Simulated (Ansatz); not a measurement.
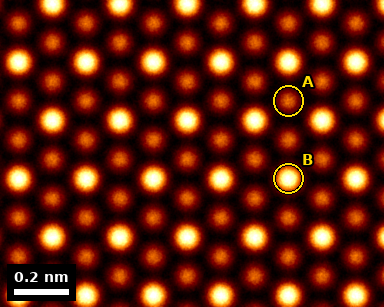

Z-contrast image of Ni (P6_3/mmc, No. 194) along [001]. Simulation: incoherent imaging, intensity Z^1.8 per atom, probe width 0.78 Å, thin sample. The probe carries 25 % of its weight in a tail 2.5 times as wide. Shot noise was added. Structure: the geometry relaxed with DFT, r2SCAN, plane waves (500 eV) with PAW, scalar-relativistic in Ansatz 0.2.0; the starting structure was generated, so it need not be a known form of this composition.

```yaml
crystal:
  lattice:
    - [2.45842, 0.00000, 0.00000]
    - [-1.22921, 2.12905, 0.00000]
    - [0.00000, 0.00000, 8.06260]
  atoms:
    - { symbol: Ni, position: [0.00000, 0.00000, 0.00000] }
    - { symbol: Ni, position: [0.00000, 0.00000, 0.50000] }
    - { symbol: Ni, position: [0.33333, 0.66667, 0.25000] }
    - { symbol: Ni, position: [0.66667, 0.33333, 0.75000] }
```

Question: Which atoms make up the marked columns?

Answer: A: Ni (1 Ni per 8.06 Å along the beam; about 45 % of the brightest peak). B: Ni (2 Ni per 8.06 Å along the beam; the brightest kind). Brightness is counted from the darkest point of the image.
